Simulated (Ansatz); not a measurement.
Pb7Se8 (cell with a defect)

The calculation's input:

```
crystal:
  lattice:
    - [-6.1031549502, 0.0, 6.1031549502]
    - [-6.1031549502, -6.1031549502, 0.0]
    - [0.0, -6.1031549502, 6.1031549502]
  atoms:
    - { symbol: Pb, position: [0.5, 0.0, 0.0] }
    - { symbol: Pb, position: [0.5, 0.0, 0.5] }
    - { symbol: Pb, position: [0.5, 0.5, 0.5] }
    - { symbol: Pb, position: [0.0, 0.0, 0.0] }
    - { symbol: Pb, position: [0.0, 0.5, 0.0] }
    - { symbol: Pb, position: [0.0, 0.0, 0.5] }
    - { symbol: Pb, position: [0.0, 0.5, 0.5] }
    - { symbol: Se, position: [0.25, 0.75, 0.25] }
    - { symbol: Se, position: [0.25, 0.25, 0.25] }
    - { symbol: Se, position: [0.25, 0.75, 0.75] }
    - { symbol: Se, position: [0.25, 0.25, 0.75] }
    - { symbol: Se, position: [0.75, 0.75, 0.25] }
    - { symbol: Se, position: [0.75, 0.25, 0.25] }
    - { symbol: Se, position: [0.75, 0.75, 0.75] }
    - { symbol: Se, position: [0.75, 0.25, 0.75] }
basis:
  ecutwfc: 420
kpoints:
  mp_grid: { grid: [4, 4, 4] }
hamiltonian:
  xc: pbesol
scf:
  occupations: { method: gaussian, width: 0.1 }
output:
  forces: true
  stress: true
  eigenvalues: true
  write_density: true
  write_potential: true
  elf: true
  volumetric_format: npy
relax:
  adjacent_minimum: "off"
  f_tol: 0.02
  max_steps: 50
```

Run with:

```sh
ansatz run input.yaml --threads 4 --pin off --max-ram 9216MiB --backend cpu --events-out ev --progress --plain --runs-dir out
```

The fields are those of the relaxed geometry.

Computed with DFT PBEsol, scalar-relativistic, plane waves, PAW (Ansatz).

> What can the converged valence pseudo-density and electron localisation function tell about the bonding?

Pb–Se (3.05 Å): ρ at the midpoint is about 0.22 e/Å³; the ELF is about 0.30 at the midpoint.

> Does the calculation give a band gap?

It is gapless in this calculation (a metal or semimetal).

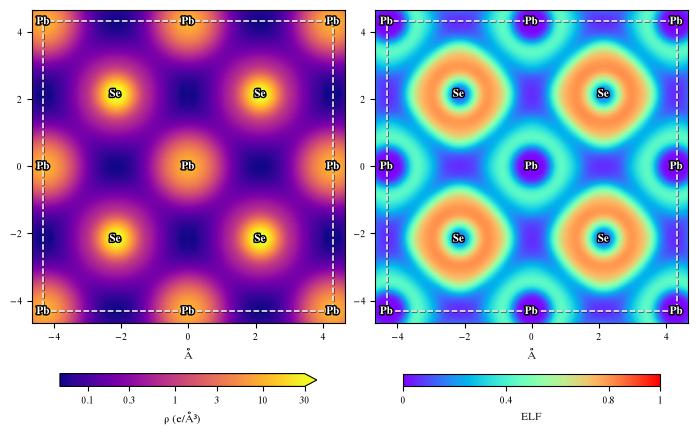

Computed valence pseudo-density and electron localisation function on the (101) plane of the calculation cell, in this order. 

The density is the valence pseudo-density of a PAW calculation; it isn't the true density close to the nuclei.
